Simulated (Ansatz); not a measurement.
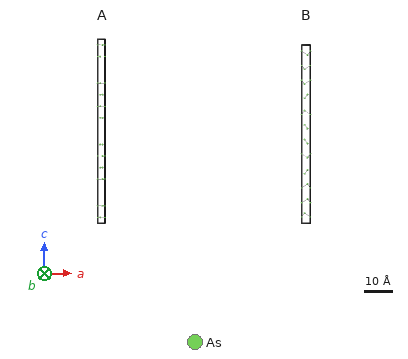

Two geometries of solid As (built on the C_166 type) (coarse preliminary run), drawn at one scale. One is the start of a relaxation, the other its converged end. A ball-and-stick model of the conventional cell (3 times the calculation's cell), seen along the b axis. Lengths and directions refer to the drawn axes.

Method: Ansatz 0.2.0, DFT PBE, scalar-relativistic, plane waves, PAW. Set-up: plane-wave cutoff 420 eV; k-point mesh 6 × 6 × 6; occupations gaussian; smearing width 0.1 eV; no spin polarisation; cell and atoms relaxed; force threshold 0.04 eV/Å; at most 70 steps.

**Which of the two is the end point?**

Structure B is the relaxed one. Case: C type (R-3m, No. 166). The largest moves relative to the cell, 2.69 Å, are those of As atoms. The volume changes by +33.3 %, with a = b 3.082 → 3.616 Å (+17.3 %), c 67.017 → 64.874 Å (−3.2 %). Among the contacts that change: As–As 1.779 → 2.507 Å, As–As 3.082 → 3.616 Å. Among the angles between lasting bonds that change: As–As–As 119.9° → 92.4°. The space group stays R-3m (No. 166). Over 19 accepted moves (21 points after the start) the energy falls by 8526 meV per atom. The largest force component goes from 1.8 to 0.032 eV/Å. Pressure: 151.17 GPa at the start and 0.15 GPa at the end. At 2 points the geometry stayed and the basis and grid were re-selected for the new cell (energy shift of 13.2 meV per atom at most each time).
